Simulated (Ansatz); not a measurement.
# C: geometry relaxation (part 2 of 2)

C (R-3m, 2 atoms in the cell); DFT PBE+D3(BJ), scalar-relativistic, plane waves, PAW, no spin polarisation (Ansatz 0.2.0); cutoff 420 eV, 12×12×12 k-mesh, Gaussian smearing of 0.02 eV. The structure derives from an entry of the Crystallography Open Database.

Geometry of the input (Å; fractional positions):
```
1.2324  0.7116  3.3369
-1.2324  0.7116  3.3369
0.0000  -1.4231  3.3369
C  0.1666  0.1666  0.1666
C  0.8334  0.8334  0.8334
```

**Log, continued**
```
relax step   4: F+E_penalty+E_count = -502.16932744 eV  Δ(F+E_penalty+E_count) = +7.827e-5 eV  max|allowed force component| = 5.740e-4 eV/Å  Δτ_max = 0.0001 Å  P = +0.004 GPa  Ω = 17.621 Å³  energy of the carried Pulay correction = -8.224e-5 eV  (6 SCF iters, accepted)
iter 1 solved again at ethr=1.57e-7 eV; its pass at ethr=3.10e-3 eV (dr2=1.26e-5 eV) is discarded
SCF iter   1: F=—  HF=-502.169403 eV  |F-HF|=—  |Δ(HF+E_count)|=         —  Δρ=9.17e-6  dr2=2.86e-9  ethr=1.57e-7  ⟨swp⟩=2.6  Hψ=14324  notcnv=0
eigensolver tolerance schedule: the retry pair's looser diagonalisation over-reported the residual by 4391.07 of it (diagonalisation noise at 0.29 of the residual, at the tolerance the schedule requests for it); recorded, not acted on — ethr = c·dr2/N_el stays at c = 1.0e-1
preconditioner: auto → none  [insulator: Δε(μ)=0.662 eV  Ē_g=18.417 eV  σ=0.020 eV  W_gap=1.00  n_scr=2 (ndim 8)  ℏωp=25.0 eV  f_vac=0.000  D(μ)=0.00/eV (n_scr^D=0)  ε∞_Penn≈2.8]
SCF iter   2: F=—  HF=-502.169409 eV  |F-HF|=—  |Δ(HF+E_count)|=   5.96e-6  Δρ=4.36e-6  dr2=4.42e-10  ethr=3.58e-11  ⟨swp⟩=3.1  Hψ=2653  notcnv=0
SCF iter   3: F=—  HF=-502.169409 eV  |F-HF|=—  |Δ(HF+E_count)|=   1.86e-9  Δρ=1.59e-6  dr2=5.44e-11  ethr=5.52e-12  ⟨swp⟩=3.0  Hψ=2230  notcnv=0
iter 4 did not close the SCF: its close was put off for the readings that it lacked (scf_convergence_deferred on its scf_iter line)
SCF iter   4: F=-502.169409 eV  HF=-502.169409 eV  |F-HF|=1.14e-13  |Δ(HF+E_count)|=  3.06e-10  Δρ=4.47e-8  dr2=3.61e-13  ethr=1.00e-12  ⟨swp⟩=2.1  Hψ=2179  notcnv=0
iter 5 did not close the SCF: its close was put off for the readings that it lacked (scf_convergence_deferred on its scf_iter line)
SCF iter   5: F=-502.169409 eV  HF=-502.169409 eV  |F-HF|=1.71e-13  |Δ(HF+E_count)|=  5.68e-14  Δρ=7.78e-9  dr2=1.57e-14  ethr=1.00e-12  ⟨swp⟩=1.0  Hψ=1512  notcnv=0
iter 6 did not close the SCF: its close was put off for the readings that it lacked (scf_convergence_deferred on its scf_iter line)
SCF iter   6: F=-502.169409 eV  HF=-502.169409 eV  |F-HF|=1.71e-13  |Δ(HF+E_count)|=  5.68e-14  Δρ=2.32e-9  dr2=1.27e-15  ethr=1.00e-12  ⟨swp⟩=1.0  Hψ=1512  notcnv=0
iter 7 did not close the SCF: its close was put off for the readings that it lacked (scf_convergence_deferred on its scf_iter line)
SCF iter   7: F=-502.169409 eV  HF=-502.169409 eV  |F-HF|=1.71e-13  |Δ(HF+E_count)|=  2.27e-13  Δρ=2.48e-10  dr2=8.82e-18  ethr=1.00e-12  ⟨swp⟩=1.0  Hψ=1512  notcnv=0
SCF iter   8: F=-502.169409 eV  HF=-502.169409 eV  |F-HF|=5.68e-14  |Δ(HF+E_count)|=  5.68e-14  Δρ=3.33e-11  dr2=1.11e-19  ethr=1.00e-12  ⟨swp⟩=2.1  Hψ=4314  notcnv=0
SCF 5 converged in 8 iterations: F = -502.169409 eV  dr2 = 1.11e-19
relax step   5: F+E_penalty+E_count = -502.16940903 eV  Δ(F+E_penalty+E_count) = -8.159e-5 eV  max|allowed force component| = 5.325e-4 eV/Å  Δτ_max = 0.0000 Å  P = +0.008 GPa  Ω = 17.621 Å³  stress off target by 1.53e-2 GPa  SCF on the basis re-selected at this cell (its energy is not comparable with the rows above)  (8 SCF iters)
```

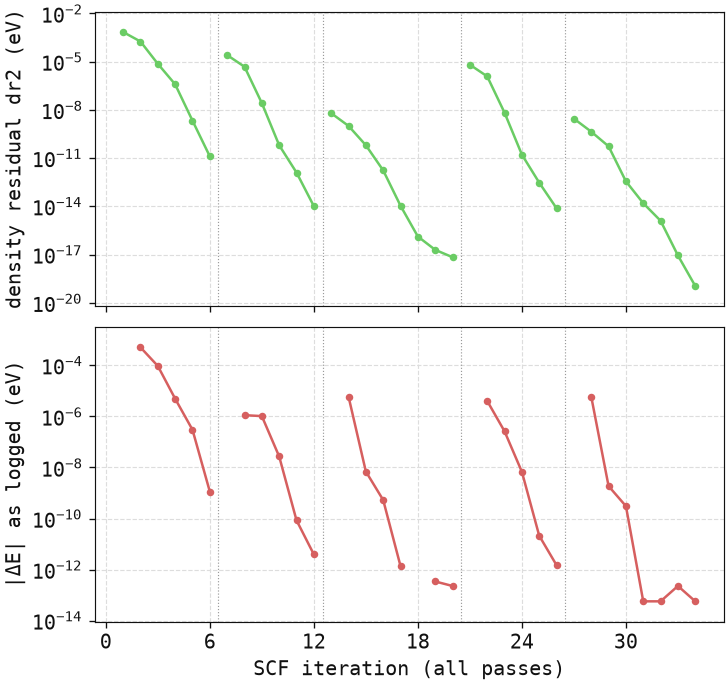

Fig. 1: Convergence of the self-consistent field: density residual dr2 and size of the energy change against the SCF iteration. The dotted lines part the SCF passes of the relaxation: geometry steps, rejected trials and re-solves on a re-selected basis. The 5 passes take 6 to 8 iterations each, 34 in all.

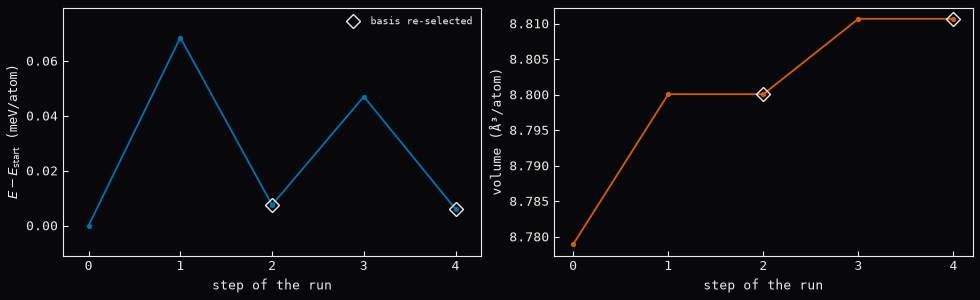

Fig. 2: Progress of the relaxation, step by step (the first geometry is step 0 here and step 1 in the log). Over 2 geometry steps the energy rises by next to nothing (0.0 meV per atom). The largest force component goes from 0.0015 to 0.00053 eV/Å. The pressure goes from 0.10 to 0.01 GPa. The basis was re-selected once at an unchanged geometry, which shifts the energy a little without any move. No atom moves by more than 0.005 Å relative to the cell. The energy change given includes the shifts at the re-selections in mid-walk, which come without any move. A last SCF at the same geometry on a re-selected plane-wave basis shifts the energy by next to nothing (0.0 meV per atom).

```
basis re-selected at this cell: Δ(F+E_penalty+E_count) = -8.159e-5 eV, ΔP = +0.004 GPa vs the last step (what re-selecting the basis moved, of the pressure what is left beyond the Pulay correction that the steps carried, after the strain that the cell walked since its last selection, with what the two solves' SCF thresholds leave and, on support functions, any second-order correction that the steps lacked; it is no measure of the basis error at this ecutwfc). This SCF's stress stands 1.53e-2 GPa from its target on what of the cell is left free (relax.cell.stress_tol is 5.00e-2 GPa) and its largest allowed force component is 5.32e-4 eV/Å (relax.f_tol is 5.00e-3 eV/Å): within both
SCF converged after 8 iterations
Free energy (F): -502.169409 eV
Harris-Foulkes:  -502.169409 eV  (|F-HF|=5.68e-14)
Internal energy: -502.169409 eV  (E = F + TS)
E sigma→0 (E₀):  -502.169409 eV
Fermi energy:    7.005662 eV
--- Per-component energies (eV) ---
  E_band       = -16.989149
  E_kinetic    = 181.892427
  E_local      = -304.463698  (includes V_loc(G=0)·N_el)
  E_nonlocal   = 54.610628
  E_hartree    = 91.750559
  E_xc         = -96.041356
  E_vxc        = -118.920624  (∫ρ·V_xc dr)
  E_paw        = -198.689678  (= ΣΔE_a)
  E_vpaw       = -13.609014  (= ΣTr[D̂ρ^β])
  E_aug_tail   = 0.000014  (compensation charges beyond the density's cutoff)
  E_ewald      = -230.914861
  E_disp       = -0.313445  (pairwise vdW)
  E_smearing   = -0.000000  (= −TS)
  E_closure    = -0.000000  (closes the sum)
  Σ components = -502.169409   (vs F -502.169409, Δ=0.00e0)
--- Forces (eV/Å), atoms counted from 1 ---
  atom   1  C      0.00000000    -0.00000000    -0.00053248
  atom   2  C      0.00000000     0.00000000     0.00053248
  max |Σ_I F_I| component: 0.00e0 eV/Å
--- Stress (GPa, compression-positive) ---
        0.004563      -0.000000      -0.000000
       -0.000000       0.004563       0.000000
       -0.000000       0.000000       0.015343
  P = ⅓ Tr σ = 0.0082 GPa (0.082 kbar)
--- Band table (eV; the first three rows and the last of 189) ---
  k-point 0: bands = ["-12.6529", "0.4621", "3.9995", "3.9995", "11.3066", "15.3925", "15.3925", "18.3400"]
  k-point 1: bands = ["-12.4852", "0.6320", "3.3482", "3.6627", "11.5446", "15.4750", "16.0858", "17.7660"]
  k-point 2: bands = ["-11.9842", "1.1368", "1.7066", "2.8730", "12.2546", "15.4522", "16.2603", "17.9200"]
  k-point 188: bands = ["-12.3482", "-1.5233", "3.9816", "3.9816", "15.3424", "15.3424", "17.6085", "18.5591"]
--- Relaxed structure (3 steps of the walk, 3 accepted, 2 SCFs on fresh bases) ---
  F+E_penalty+E_count = -502.16940903 eV   max|allowed force component| = 5.325e-4 eV/Å   (the final SCF, on the basis selected at the relaxed cell)
  cell:  # Å, volume = 17.6213 Å³
    - [1.2325247541578173, 0.7115984986126178, 3.3485511676572988]
    - [-1.2325247541578173, 0.7115984986126178, 3.3485511676572988]
    - [9.44694730279518e-35, -1.4231969971750613, 3.348551167667962]
  atoms:
    - { symbol: C, position: [0.16658653218172262, 0.16658653218172262, 0.1665865321817226] }
    - { symbol: C, position: [0.8334134678182773, 0.8334134678182773, 0.8334134678182772] }
```

**Trajectory as extended XYZ (Å, eV, eV/Å), 5 frames, from step=1 to step=5**
```
2
Lattice="1.2324 0.7116 3.3369 -1.2324 0.7116 3.3369 0.0000 -1.4231 3.3369" Properties=species:S:1:pos:R:3:forces:R:3 step=1 energy=-502.16942 pressure_GPa=0.10
C     0.0000    0.0000    1.6676    0.0000   0.0000  -0.0015
C     0.0000    0.0000    8.3430    0.0000   0.0000   0.0015
2
Lattice="1.2325 0.7116 3.3447 -1.2325 0.7116 3.3447 0.0000 -1.4232 3.3447" Properties=species:S:1:pos:R:3:forces:R:3 step=2 energy=-502.16928 pressure_GPa=0.02
C     0.0000    0.0000    1.6715    0.0000   0.0000   0.0009
C     0.0000    0.0000    8.3625    0.0000   0.0000  -0.0009
2
Lattice="1.2325 0.7116 3.3447 -1.2325 0.7116 3.3447 0.0000 -1.4232 3.3447" Properties=species:S:1:pos:R:3:forces:R:3 step=3 energy=-502.16941 pressure_GPa=0.04
C     0.0000    0.0000    1.6715    0.0000   0.0000   0.0009
C     0.0000    0.0000    8.3625    0.0000   0.0000  -0.0009
2
Lattice="1.2325 0.7116 3.3486 -1.2325 0.7116 3.3486 0.0000 -1.4232 3.3486" Properties=species:S:1:pos:R:3:forces:R:3 step=4 energy=-502.16933 pressure_GPa=0.00
C     0.0000    0.0000    1.6735    0.0000   0.0000  -0.0006
C     0.0000    0.0000    8.3722    0.0000   0.0000   0.0006
2
Lattice="1.2325 0.7116 3.3486 -1.2325 0.7116 3.3486 0.0000 -1.4232 3.3486" Properties=species:S:1:pos:R:3:forces:R:3 step=5 energy=-502.16941 pressure_GPa=0.01
C     0.0000    0.0000    1.6735    0.0000   0.0000  -0.0005
C     0.0000    0.0000    8.3722    0.0000   0.0000   0.0005
```

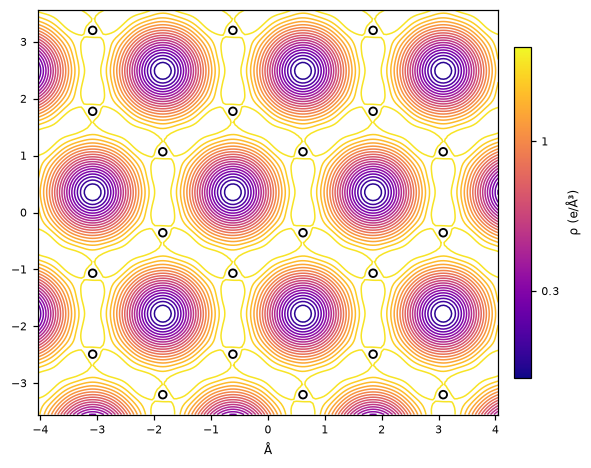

Fig. 3: Valence pseudo-density on the (001) plane of the conventional cell. Circles mark the nuclei in the plane (C). C–C (1.42 Å): ρ is about 2 e/Å³ halfway. Away from the nuclei the density in this plane falls to 0.15 e/Å³ at its lowest. The fields are those of the smooth PAW valence density.

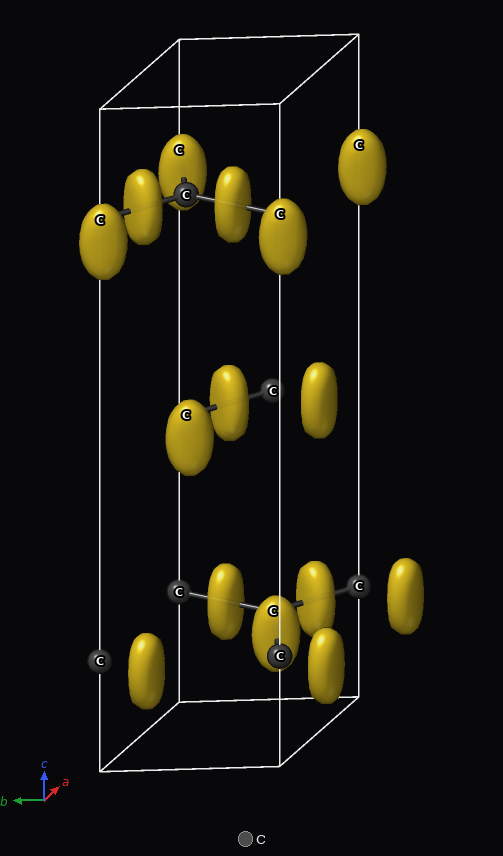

Fig. 4: Isosurface of the electron localisation function at 0.85 (yellow), seen at an oblique angle. Core shells and regions of very low density are left out. Sticks mark near contacts. The outline is the cell set on symmetry axes. Along the contacts the grid gives the following.
